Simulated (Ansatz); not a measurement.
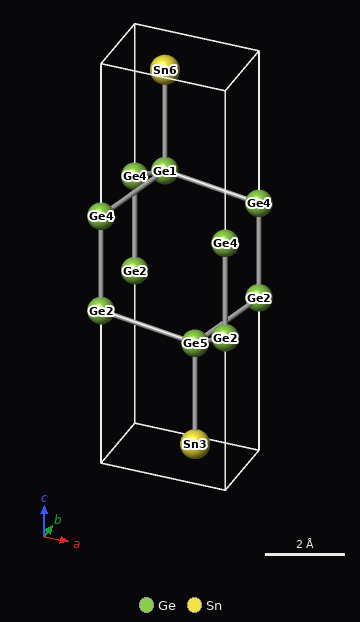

The input geometry (ball-and-stick view of the cell of the calculation, seen slightly off an axis; atoms are numbered from 1 in the order of the input). An atom can appear more than once, as a periodic image. Near neighbours in the periodic cell (some may lie outside the picture): Ge has 3 Ge at 2.55 Å and 1 Sn at 2.65 Å; Ge has 4 Ge at 2.48 to 2.55 Å; Sn has 1 Ge at 2.65 Å and 3 Sn at 2.74 Å.

Band-structure calculation, with input and output: SnGe2

- system: SnGe2 (P-3m1, 6 atoms in the cell)
- method: DFT, PBE, plane waves, PAW, no spin polarisation (Ansatz 0.2.0)

The structure was built on a prototype by a generator. The geometry comes from this level: r2SCAN. Figures and captions count atoms from 1; the log counts them from 0 in places.

### What the program printed
```
scf.n_extra_bands = 5 over 42 filled bands (N_el = 84.0): the run solves 47 bands
Engine: ansatz 0.2.0, aarch64-unknown-linux-gnu
Pseudopotentials: kind: paw
Pseudopotential: Ge, paw, valence charge 14, recommended cutoff 420 eV (normal), Ge.paw.azcp
Pseudopotential: Sn, paw, valence charge 14, recommended cutoff 420 eV (normal), Sn.paw.azcp
Functional definition: PBE
  parameter kappa = 0.804
  parameter beta = 0.06672455060314922
  exchange = pbe_x(kappa = kappa, mu = beta*pi^2/3)
  correlation = pbe_c(beta = beta)
Crystal: 6 atoms, lattice volume = 161.986 Å³
Basis set: ecut = 420 eV, 3161 PW (Γ), exchange–correlation on 60×60×144 points (8 copies of the dense FFT grid, shifted against one another)
Bands: 47, of which v1, the nominal top of the filled ones, is band 42 counted from 1 (41 counted from 0)
Symmetry: 12 space group operations
Space group: P-3m1 (ITA 164), of the structure as read, at distance tolerance 5.5e-5 Å
k-points: 69 of 576
Non-local potential: Ge, projectors of the file, l = 0: 2, l = 1: 2, l = 2: 3, l = 3: 1
Non-local potential: Sn, projectors of the file, l = 0: 2, l = 1: 2, l = 2: 2, l = 3: 2
PAW form: soft (Blöchl's): semilocal exchange-correlation on the pseudo side does not see the compensation charge
PAW one-centre angular grid: Ge, 590 points (default); XC on 64 Gauss nodes
PAW one-centre angular grid: Sn, 590 points (default); XC on 64 Gauss nodes
Initial density: superposition of atomic densities (neutral atoms: chi_scale 0, normalization atom), corrected by the library's trained network
Initial wavefunctions: pseudopotential atomic-orbital guess
Functional: x = pbe(κ = 0.804, μ = 0.2195149727645171), c = pbe(β = 0.06672455060314922)
SCF iter   1: F=—  HF=-29227.773951 eV  |F-HF|=—  |Δ(HF+E_count)|=         —  Δρ=2.40e-3  dr2=9.21e-2  ethr=1.77e-3  ⟨swp⟩=6.7  Hψ=12873  notcnv=0
preconditioner: auto → LDOS  [metal: Δε(μ)=0.037 eV  Ē_g=20.346 eV  σ=0.020 eV  W_gap=0.40  n_scr=38 (ndim 8)  ℏωp=26.7 eV  f_vac=0.077  D(μ)=1.34/eV (n_scr^D=4)  β→1.0]
SCF iter   2: F=—  HF=-29227.763760 eV  |F-HF|=—  |Δ(HF+E_count)|=   1.02e-2  Δρ=1.64e-3  dr2=3.45e-2  ethr=1.10e-4  ⟨swp⟩=3.0  Hψ=4617  notcnv=0  defer=44
SCF iter   3: F=—  HF=-29227.759070 eV  |F-HF|=—  |Δ(HF+E_count)|=   4.69e-3  Δρ=4.75e-4  dr2=2.80e-3  ethr=4.11e-5  ⟨swp⟩=3.1  Hψ=4323  notcnv=0  defer=44
SCF iter   4: F=—  HF=-29227.758658 eV  |F-HF|=—  |Δ(HF+E_count)|=   4.12e-4  Δρ=9.43e-5  dr2=4.98e-5  ethr=3.33e-6  ⟨swp⟩=2.0  Hψ=3988  notcnv=0  defer=44
SCF iter   5: F=—  HF=-29227.758566 eV  |F-HF|=—  |Δ(HF+E_count)|=   9.15e-5  Δρ=2.54e-5  dr2=1.26e-6  ethr=5.92e-8  ⟨swp⟩=2.1  Hψ=3958  notcnv=0  defer=44
SCF iter   6: F=—  HF=-29227.758567 eV  |F-HF|=—  |Δ(HF+E_count)|=   9.74e-7  Δρ=9.71e-6  dr2=1.62e-7  ethr=1.19e-10  ⟨swp⟩=14.1  Hψ=26494  notcnv=0
SCF iter   7: F=-29227.758567 eV  HF=-29227.758567 eV  |F-HF|=1.23e-8  |Δ(HF+E_count)|=   3.47e-8  Δρ=2.96e-6  dr2=3.53e-8  ethr=1.19e-10  ⟨swp⟩=9.2  Hψ=23693  notcnv=0
SCF 1 converged in 7 iterations: F = -29227.758567 eV  dr2 = 3.53e-8
  greatest PAW one-centre occupation: 0.998 electrons in one spin orbital (limit 2), on the Ge atom at site 4 (counted from 0), in its partial waves of l = 2
NSCF: frozen V_eff on 93 k-points
SCF converged after 7 iterations
Free energy (F): -29227.758567 eV
Harris-Foulkes:  -29227.758567 eV  (|F-HF|=1.23e-8)
Internal energy: -29227.756530 eV  (E = F + TS)
E sigma→0 (E₀):  -29227.757549 eV
Entropy (-TS):   -0.002037 eV (-0.340 meV/atom)
Fermi energy:    8.133228 eV
--- Per-component energies (eV) ---
  E_band       = -869.206307
  E_kinetic    = 818.602261
  E_local      = -12502.476323  (includes V_loc(G=0)·N_el)
  E_nonlocal   = 1606.894183
  E_hartree    = 5809.294198
  E_xc         = -1065.438357
  E_vxc        = -448.167318  (∫ρ·V_xc dr)
  E_paw        = -16352.707227  (= ΣΔE_a)
  E_vpaw       = -1962.645600  (= ΣTr[D̂ρ^β])
  E_aug_tail   = 0.001098  (compensation charges beyond the density's cutoff)
  E_ewald      = -7541.926361
  E_smearing   = -0.002037  (= −TS)
  E_closure    = -0.000000  (closes the sum)
  Σ components = -29227.758567   (vs F -29227.758567, Δ=0.00e0)
--- Forces (eV/Å), atoms counted from 1 ---
  atom   1  Ge     0.00000000     0.00000000    -0.01152806
  atom   2  Ge     0.00000000     0.00000000    -0.03315566
  atom   3  Sn     0.00000000     0.00000000     0.06295280
  atom   4  Ge    -0.00000000    -0.00000000     0.03315566
  atom   5  Ge     0.00000000    -0.00000000     0.01152806
  atom   6  Sn     0.00000000    -0.00000000    -0.06295280
  max |Σ_I F_I| component: 1.39e-17 eV/Å
--- Stress (GPa, compression-positive) ---
        2.048553       0.000000       0.000000
        0.000000       2.048553       0.000000
        0.000000      -0.000000       2.418840
  P = ⅓ Tr σ = 2.1720 GPa (21.720 kbar)
--- Band table (eV; the first three rows and the last of 69) ---
  k-point 0: bands = ["-16.8694", "-16.8694", "-16.8669", "-16.8643", "-16.8643", "-16.8287", "-16.8287", "-16.8100", "-16.8100", "-16.8004", "-16.7903", "-16.7117", "-16.7117", "-16.6959", "-16.6959", "-16.6853", "-16.6853", "-16.6537", "-16.6537", "-16.6460", "-13.6084", "-13.6084", "-13.4283", "-13.4283", "-13.3793", "-13.2214", "-13.1073", "-13.1073", "-13.0017", "-13.0017", "-3.9802", "-2.8946", "-2.2019", "2.0239", "2.4545", "6.4939", "6.4939", "6.7567", "7.0683", "7.0683", "7.2368", "8.0063", "8.6505", "8.6505", "9.5037", "10.3332", "10.3332"]
  k-point 1: bands = ["-16.8694", "-16.8694", "-16.8669", "-16.8643", "-16.8643", "-16.8287", "-16.8287", "-16.8100", "-16.8100", "-16.8003", "-16.7903", "-16.7117", "-16.7117", "-16.6959", "-16.6959", "-16.6853", "-16.6853", "-16.6537", "-16.6537", "-16.6460", "-13.6084", "-13.6084", "-13.4283", "-13.4283", "-13.3793", "-13.2214", "-13.1073", "-13.1073", "-13.0017", "-13.0017", "-3.9458", "-3.0743", "-1.9670", "1.2870", "3.4536", "6.0442", "6.4756", "6.4756", "7.1189", "7.1189", "7.3761", "7.8639", "8.5472", "8.5472", "10.0775", "10.5365", "10.5365"]
  k-point 2: bands = ["-16.8694", "-16.8694", "-16.8669", "-16.8643", "-16.8643", "-16.8287", "-16.8287", "-16.8099", "-16.8099", "-16.8003", "-16.7904", "-16.7117", "-16.7117", "-16.6959", "-16.6959", "-16.6853", "-16.6853", "-16.6537", "-16.6537", "-16.6460", "-13.6084", "-13.6084", "-13.4283", "-13.4283", "-13.3793", "-13.2214", "-13.1073", "-13.1073", "-13.0017", "-13.0017", "-3.9039", "-3.2148", "-1.7642", "0.9014", "4.6578", "4.8777", "6.4593", "6.4593", "7.1711", "7.1711", "7.4314", "7.7958", "8.4498", "8.4498", "10.4410", "10.8492", "10.8492"]
  k-point 68: bands = ["-16.9058", "-16.9058", "-16.8998", "-16.8545", "-16.8545", "-16.8187", "-16.7864", "-16.7864", "-16.7723", "-16.7718", "-16.7595", "-16.7595", "-16.7424", "-16.7341", "-16.7341", "-16.6813", "-16.6813", "-16.6326", "-16.6326", "-16.6111", "-13.6059", "-13.4255", "-13.4255", "-13.3151", "-13.2935", "-13.2935", "-13.2219", "-13.1539", "-13.1539", "-12.9925", "-1.7119", "-1.0817", "-1.0817", "0.3113", "1.1192", "1.1192", "4.1339", "4.1339", "4.7825", "5.3638", "5.4670", "5.4670", "10.4866", "10.4866", "10.8373", "10.9552", "11.4273"]
```

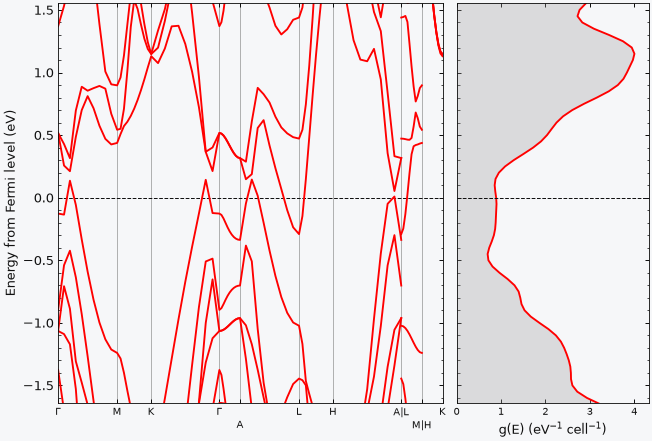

Band structure along Γ–M–K–Γ–A–L–H–A|L–M|H–K and density of states (the curve is built from the levels of the k mesh with Gaussians 0.3 eV wide, which also blur the band edges), with energies from the Fermi level. Bands cross the Fermi level: a metal at this level of theory.

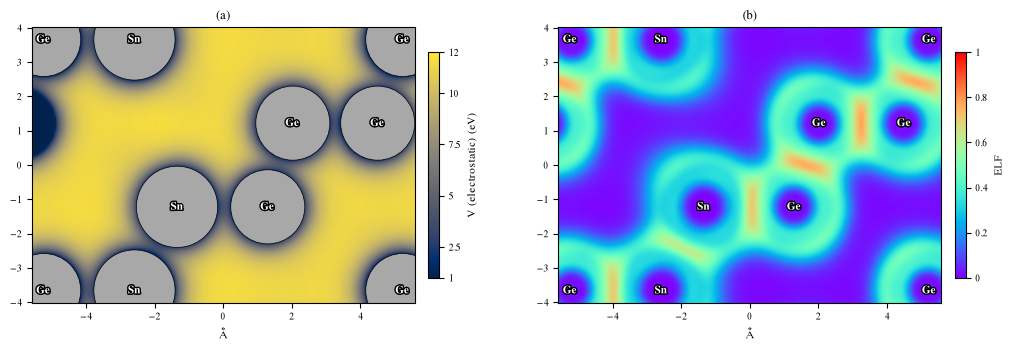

(a) electrostatic potential energy of an electron; (b) ELF on the (110) plane of the conventional cell. Grey discs, where drawn, cover atomic cores. The section cuts through Ge and Sn sites. Sn–Ge (2.65 Å): the ELF peaks at about 0.70 between the atoms. Sn–Sn (2.74 Å): the ELF peaks at about 0.60 between the atoms. Ge–Ge (2.55 Å): the ELF peaks at about 0.75 between the atoms (a covalent bond). Outside the cores the potential energy rises away from the atoms and is highest about 2.5 Å from the nearest atoms; outside the discs it spans about 10 eV, and its zero is arbitrary. Core electrons are frozen (PAW), so the fields are smoothed inside the atomic spheres.

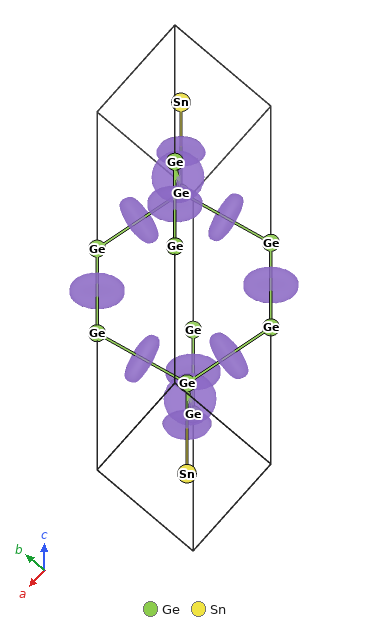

Isosurface of the electron localisation function at 0.65 (purple), seen at an oblique angle. Only the valence region is drawn (cores and ρ < 0.01 e/Å³ removed). Sticks mark near contacts. The outline is the cell set on symmetry axes. Values along the shortest contacts: Sn–Ge (2.65 Å): the ELF peaks at about 0.70 between the atoms.

This output came from the following input.

### The input
```yaml
crystal:
  lattice:
    - [4.2267946078, 0.0, 0.0]
    - [-2.1133973039, 3.6605115069, 0.0]
    - [0.0, 0.0, 10.4694346866]
  atoms:
    - { symbol: Ge, position: [0.3333333333, 0.6666666667, 0.6880136213] }
    - { symbol: Ge, position: [0.0, 0.0, 0.3817931888] }
    - { symbol: Sn, position: [0.6666666667, 0.3333333333, 0.0593106549] }
    - { symbol: Ge, position: [0.0, 0.0, 0.6182068112] }
    - { symbol: Ge, position: [0.6666666667, 0.3333333333, 0.3119863787] }
    - { symbol: Sn, position: [0.3333333333, 0.6666666667, 0.9406893451] }
kpoints:
  mp_grid: { grid: [12, 12, 4] }
  band_path:
    path:
      - [[0.0, 0.0, 0.0], [0.5, 1.520643523112e-18, 2.006604216509e-33], [0.3333333333333, 0.3333333333333, 1.989377066362e-33], [0.0, 0.0, 0.0], [-1.714915527656e-50, -1.079254314473e-50, 0.5], [0.5, 1.520643523112e-18, 0.5], [0.3333333333333, 0.3333333333333, 0.5], [-1.714915527656e-50, -1.079254314473e-50, 0.5]]
      - [[0.5, 1.520643523112e-18, 0.5], [0.5, 1.520643523112e-18, 2.006604216509e-33]]
      - [[0.3333333333333, 0.3333333333333, 0.5], [0.3333333333333, 0.3333333333333, 1.989377066362e-33]]
    npoints: 10
hamiltonian:
  xc: pbe
scf:
  occupations: { method: fermi_dirac, width: 0.02 }
  n_extra_bands: 5
output:
  forces: true
  stress: true
  eigenvalues: true
  write_density: true
  write_potential: true
  elf: true
  volumetric_format: npy
```

Command:
```bash
ansatz run input.yaml --threads 4 --pin off --max-ram 6451MiB --backend cpu --events-out ev --progress --plain --runs-dir out
```

### Results in brief

- outcome: converged
- space group (tolerance 0.01 Å): P-3m1 (164)
- electrons treated: 84
- free energy: −29227.7586 eV
- Fermi energy: 8.133 eV
- band gap: none (metallic)
- pressure: 2.17 GPa
- largest force (length of the vector): 0.063 eV/Å
- hardware: 4 threads of Arm Neoverse V1, 24 GiB of memory available, shared host
- wall time: 17 s (CPU time 68 s)
- peak memory: 0.85 GiB
